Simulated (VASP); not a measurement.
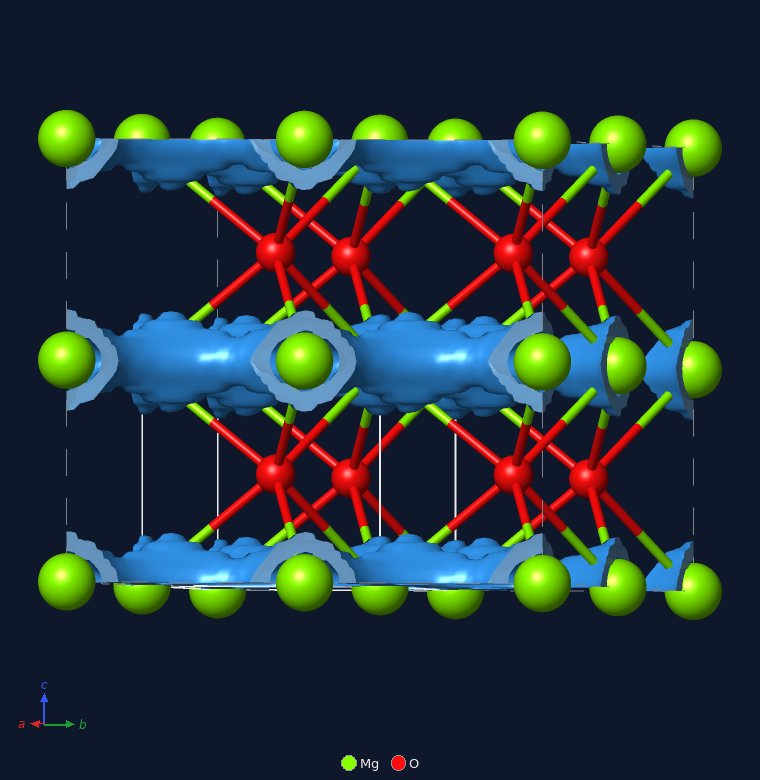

Bond-valence mismatch map for Mg2+ in MgO (P-6m2, No. 187): the blue surface encloses the points where |V − 2| < 0.1 v.u. (2×2×2 cells, view from a free direction). Pale faces close the region where the drawn box cuts it.

At each point the valence sum V of a Mg2+ ion is computed from the anions within 5 Å (s = exp((R0 − d)/b), R0 fitted to published crystal structures with b = 0.37 Å; R0: Mg2+–O 1.677 Å). The other Mg2+ ions are ignored. This is an empirical screen for pathways, not an energy calculation.

Origin of the cell: a cell listed in the Materials Project, as set up for an electronic-structure calculation.

```xyz
2
Lattice="2.9380 0.0000 0.0000 -1.4690 2.5444 0.0000 0.0000 0.0000 2.6797" Properties=species:S:1:pos:R:3 pbc="T T T"
Mg    0.0000    0.0000    0.0000
O     0.0000    1.6963    1.3398
```

Q: What pathways for Mg2+ does the map suggest at this level (counting the regions that come within 0.6 Å of a Mg site)?

A: The regions form a two-dimensional network in layers parallel to (001).

Q: At which mismatch do paths open?

A: Already below about 0.06 v.u. the regions form a two-dimensional network in layers parallel to (001). From a mismatch of about 1.00 v.u. the regions form a three-dimensional network. These are grid estimates, good to about 0.1 v.u.

Q: What is the valence sum at the Mg sites themselves?

A: 1.66 v.u., against the formal 2.
